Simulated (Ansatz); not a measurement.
# Mo11S25 (cell with a defect): what the fields show

Input

```
crystal:
  lattice:
    - [-3.1495043331, 5.4551015236, -6.6457095426]
    - [6.2990086662, 0.0, -6.6457095426]
    - [-3.1495043331, -5.4551015236, -6.6457095426]
  atoms:
    - { symbol: S, position: [0.3358266033, 0.3274035856, 0.3376657436] }
    - { symbol: Mo, position: [0.0, 0.5, 0.5] }
    - { symbol: Mo, position: [0.6666666667, 0.1666666667, 0.1666666667] }
    - { symbol: Mo, position: [0.5, 0.0, 0.5] }
    - { symbol: Mo, position: [0.1666666667, 0.6666666667, 0.1666666667] }
    - { symbol: Mo, position: [0.8333333333, 0.8333333333, 0.3333333333] }
    - { symbol: Mo, position: [0.5, 0.5, 0.0] }
    - { symbol: Mo, position: [0.1666666667, 0.1666666667, 0.6666666667] }
    - { symbol: Mo, position: [0.8333333333, 0.3333333333, 0.8333333333] }
    - { symbol: Mo, position: [0.3333333333, 0.8333333333, 0.8333333333] }
    - { symbol: Mo, position: [0.0, 0.0, 0.0] }
    - { symbol: Mo, position: [0.6666666667, 0.6666666667, 0.6666666667] }
    - { symbol: S, position: [0.2704494006, 0.0878855795, 0.4143276379] }
    - { symbol: S, position: [0.9214141818, 0.2547475151, 0.5880808484] }
    - { symbol: S, position: [0.5880808484, 0.9214141818, 0.2547475151] }
    - { symbol: S, position: [0.4214141818, 0.7547475151, 0.5880808484] }
    - { symbol: S, position: [0.0940080137, 0.4235343512, 0.255287495] }
    - { symbol: S, position: [0.7547475151, 0.5880808484, 0.4214141818] }
    - { symbol: S, position: [0.4258054926, 0.2571048947, 0.088845171] }
    - { symbol: S, position: [0.0880808484, 0.9214141818, 0.7547475151] }
    - { symbol: S, position: [0.7547475151, 0.0880808484, 0.9214141818] }
    - { symbol: S, position: [0.2547475151, 0.5880808484, 0.9214141818] }
    - { symbol: S, position: [0.9214141818, 0.7547475151, 0.0880808484] }
    - { symbol: S, position: [0.5880808484, 0.4214141818, 0.7547475151] }
    - { symbol: S, position: [0.0785858182, 0.9119191516, 0.2452524849] }
    - { symbol: S, position: [0.7452524849, 0.0785858182, 0.4119191516] }
    - { symbol: S, position: [0.4119191516, 0.7452524849, 0.0785858182] }
    - { symbol: S, position: [0.243528715, 0.5817088165, 0.4179642342] }
    - { symbol: S, position: [0.9119191516, 0.2452524849, 0.0785858182] }
    - { symbol: S, position: [0.5871727678, 0.4151898331, 0.2492215842] }
    - { symbol: S, position: [0.2452524849, 0.0785858182, 0.9119191516] }
    - { symbol: S, position: [0.9119191516, 0.7452524849, 0.5785858182] }
    - { symbol: S, position: [0.5785858182, 0.9119191516, 0.7452524849] }
    - { symbol: S, position: [0.0785858182, 0.4119191516, 0.7452524849] }
    - { symbol: S, position: [0.7452524849, 0.5785858182, 0.9119191516] }
    - { symbol: S, position: [0.4149915205, 0.2578369419, 0.5788788528] }
  host:
    lattice:
      - [3.1495043331, 0.0, 0.0]
      - [-1.5747521666, 2.7275507618, 0.0]
      - [0.0, 0.0, 6.6457095426]
    atoms:
      - { symbol: Mo, position: [0.0, 0.0, 0.0] }
      - { symbol: S, position: [0.3333333333, 0.6666666667, 0.2357574547] }
      - { symbol: S, position: [0.3333333333, 0.6666666667, 0.7642425453] }
basis:
  ecutwfc: 420
  xc_grid: 2
kpoints:
  mp_grid: { grid: [2, 2, 2], shift: [0.5, 0.5, 0.5] }
hamiltonian:
  xc: pbe
  dispersion: d3bj
scf:
  occupations: { method: gaussian, width: 0.01 }
output:
  forces: true
  stress: false
  eigenvalues: true
  charged_corrections:
    defect_position: [0.33333333, 0.33333333, 0.33333333]
    epsilon: [[14.1213, 0.0, 0.0], [0.0, 14.1213, 0.0], [0.0, 0.0, 4.6965]]
  write_density: true
  write_potential: true
  elf: true
  volumetric_format: npy
relax:
  adjacent_minimum: "off"
  f_tol: 0.025
  max_steps: 45
```

Run with:

```sh
ansatz run input.yaml --threads 4 --pin off --max-ram 10240MiB --backend cpu --events-out ev --progress --plain --runs-dir out
```

The fields are those of the run's last geometry, not of the input's.

Computed without spin polarisation.

Theory: Ansatz, DFT PBE+D3(BJ), scalar-relativistic, plane waves, PAW.

The density is the valence pseudo-density of a PAW calculation; it isn't the true density close to the nuclei.

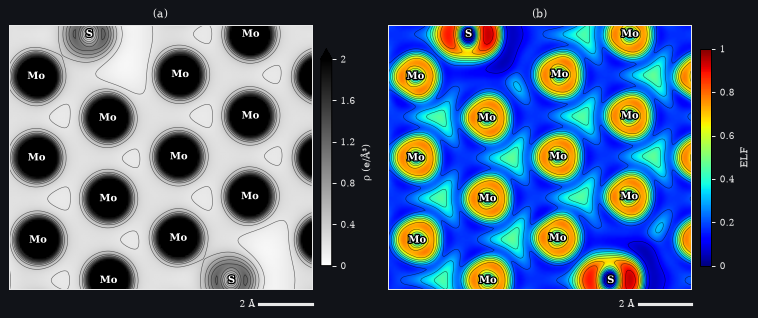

Figure 1. (a) valence pseudo-density; (b) electron localisation function on the (111) plane of the calculation cell.

What does the map show?

Answer. The plane passes through S and Mo nuclei. Mo–S (2.60 Å): ρ at the midpoint is about 0.4 e/Å³; the ELF peaks at about 0.80 in the valence shell of S, 0.8 Å from its nucleus, and is about 0.30 at the midpoint. Between the atoms the lowest density in this plane is 0.07 e/Å³. The features right at Mo lie inside the PAW spheres, where the map follows smoothed inner orbitals and isn't to be read closely.

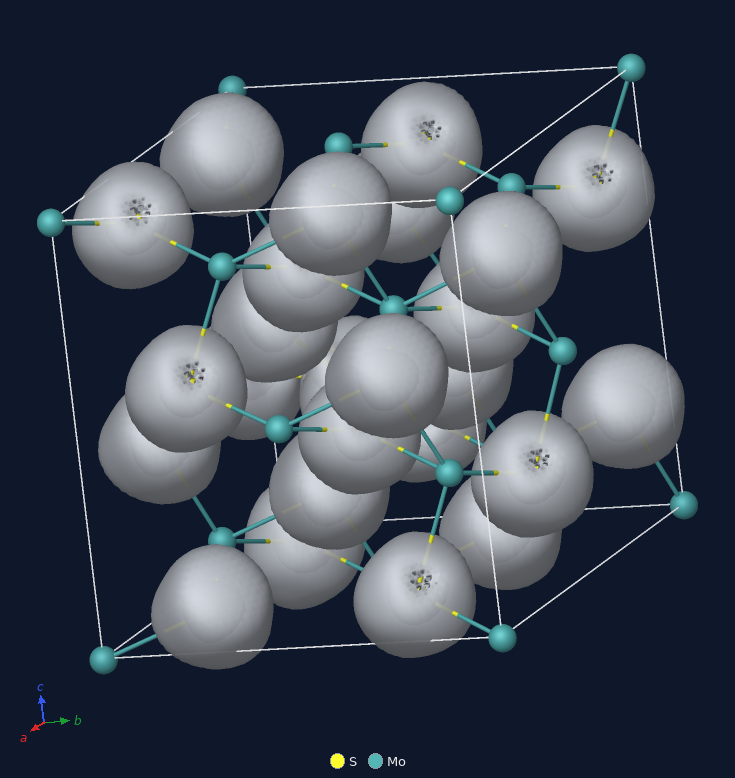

Figure 2. Isosurface of the electron localisation function at 0.7 (grey), seen slightly off an axis. Only the valence region is drawn (cores and ρ < 0.01 e/Å³ removed). Sticks mark near contacts.

Identify the bonds, lone pairs and shells in this picture.

Answer. The surface consists of 25 regions wrapped around S (the valence shell of each), counted in one cell of 36 atoms. Regions shared between cells count once. Along the contacts the grid gives the following. S–S (2.29 Å): the ELF peaks at about 0.80 between the atoms. Mo–S (2.35 Å): the ELF peaks at about 0.85 in the valence shell of S, 0.8 Å from its nucleus, and is about 0.50 at the midpoint.

Metal or insulator at this level of theory?

Answer. It is gapped, with a Kohn–Sham gap of 0.49 eV on the k-point mesh (the band edges may lie off the mesh, which would make the gap smaller).
